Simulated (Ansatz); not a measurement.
System: Cd.

Input file:

```
crystal:
  lattice:
    - [3.0148494688, 0.0, 0.0]
    - [1.0e-10, 5.2218724571, 0.0]
    - [0.0, 0.0, 5.8276427072]
  atoms:
    - { symbol: Cd, position: [0.0, 0.3333333333, 0.25] }
    - { symbol: Cd, position: [0.5, 0.8333333333, 0.25] }
    - { symbol: Cd, position: [0.5, 0.1666666667, 0.75] }
    - { symbol: Cd, position: [1.0, 0.6666666667, 0.75] }
basis:
  ecutwfc: 420
kpoints:
  mp_grid: { grid: [14, 8, 8] }
hamiltonian:
  xc: pbe
scf:
  occupations: { method: gaussian, width: 0.1 }
output:
  forces: true
  stress: true
  eigenvalues: true
  write_density: true
  write_potential: true
  elf: true
  volumetric_format: npy
relax:
  adjacent_minimum: "off"
  f_tol: 0.015
  max_steps: 60
  cell: { stress_tol: 0.15 }
```

Launched as:

```sh
ansatz run input.yaml --threads 1 --pin off --max-ram 2560MiB --backend cpu --events-out ev --progress --plain --runs-dir out
```

Below, planes, directions and counts refer to the conventional cell (a = 3.08 Å, b = 5.24 Å, c = 5.65 Å, α = 90.00°, β = 90.00°, γ = 90.00°).

The fields are those of the relaxed geometry.

Space group Cmcm.

These are results of DFT PBE, scalar-relativistic, plane waves, PAW (Ansatz), not measurements.

What will maps of the valence pseudo-density and electron localisation function show?

Cd–Cd (3.35 Å): ρ at the midpoint is about 0.11 e/Å³; the ELF is about 0.15 at the midpoint (no localised pair shows between them).

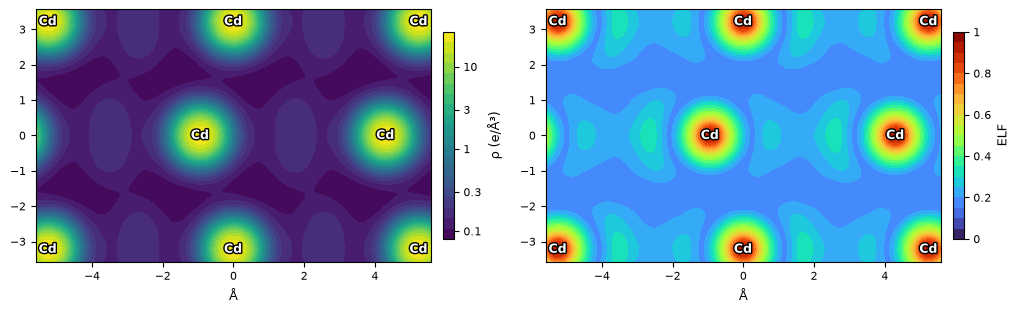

Computed valence pseudo-density and electron localisation function on the (101) plane of the conventional cell, in this order. 

In a PAW calculation such maps are meaningful between the atoms, not at the nuclei.
